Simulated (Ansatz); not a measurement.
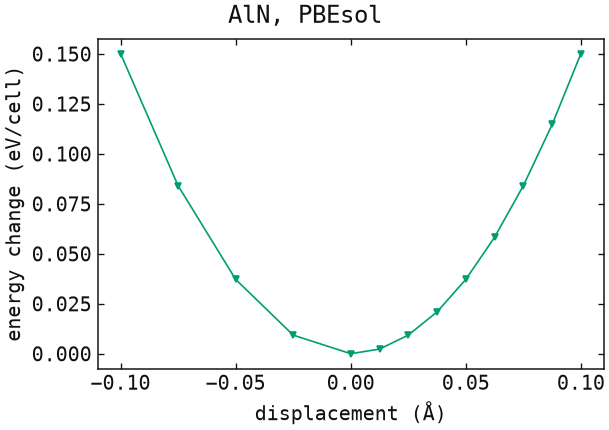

Computed with Ansatz 0.2.0: all atoms of one element of a crystal moved along a line, all else fixed, by plane-wave density functional theory with PAW datasets, free energies less that of the undisturbed cell; scalar-relativistic. Level: PBEsol, no spin polarisation.

| setting | value |
| --- | --- |
| wave cutoff | 420 eV |
| k mesh | 12×12×6 |
| occupations | Gaussian |
| smearing width | 0.05 eV |
| k shift | (0, 0, 0) (mesh steps) |
| start | as given |
| moved element | Al |
| direction | (−0.866, −0.5, 0) (Cartesian unit vector) |

The given structure:
```
CELL_PARAMETERS angstrom
3.31212 0.00000 0.00000
-1.65606 2.86838 0.00000
0.00000 0.00000 4.18756
ATOMIC_POSITIONS crystal
Al 0.33333 0.66667 0.75000
Al 0.66667 0.33333 0.25000
N 0.33333 0.66667 0.25000
N 0.66667 0.33333 0.75000
```

Energy change against displacement for AlN, space group P6_3/mmc (No. 194).

The points at displacement −0.075, −0.025, 0.05 and 0.1 follow from computed ones by symmetry.

The energy rises on both sides of the starting structure, which is therefore a minimum along this path. The energy change is 0.1502 eV/cell at displacement −0.1000 Å and 0.1502 eV/cell at 0.1000 Å; the lowest computed point is at displacement 0.0000 Å (0.0000 eV/cell), in a single well. The harmonic force constant k (E = k x²/2 near the start) is 29.7 eV/Å².

Keep in mind: reference crystal is not relaxed.
